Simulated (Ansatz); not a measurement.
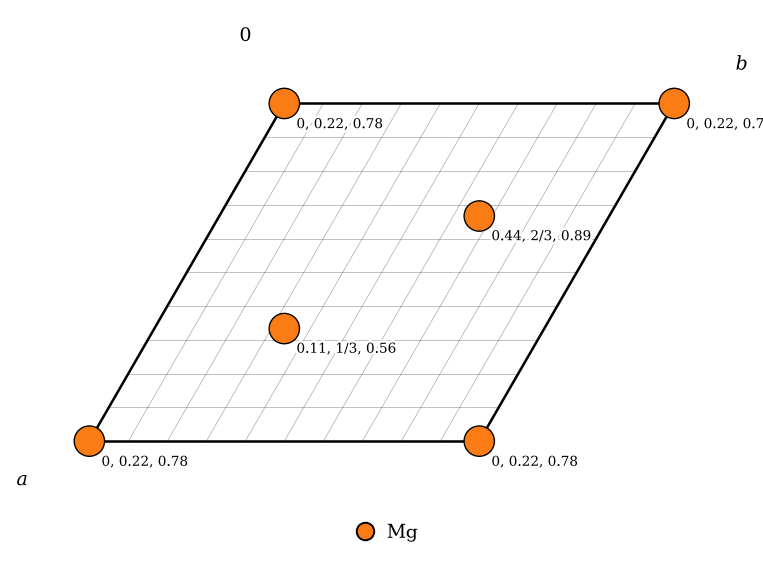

Plan of a unit cell projected along c (a down the page, b across); the numbers are heights as fractions of c, and atoms on the cell's edges are repeated. The grid marks tenths of a and b. Source: coordinates from a relaxation with Ansatz 0.2.0, DFT PBE, scalar-relativistic, plane waves, PAW; the starting structure was generated, so it need not be a known form of this composition. Symmetry computed with spglib at a tolerance of 0.002 Å; standard conventional cell.

a = 3.206 Å, b = 3.206 Å, c = 23.257 Å, α = 90.00°, β = 90.00°, γ = 120.00°.

Question: What does the cell contain?

Answer: 9 Mg: Mg, Z = 9.

Question: Which space group?

Answer: No. 166, R-3m, hexagonal axes, rhombohedral (trigonal, hexagonal axes).

Question: Give the independent sites, coordinates to two places.

Answer:
```json
{"atom": "Mg", "site": "3a", "symmetry": "-3m", "x": "0.00", "y": "0.00", "z": "0.00"}
{"atom": "Mg", "site": "6c", "symmetry": "3m", "x": "0.00", "y": "0.00", "z": "0.78"}
```
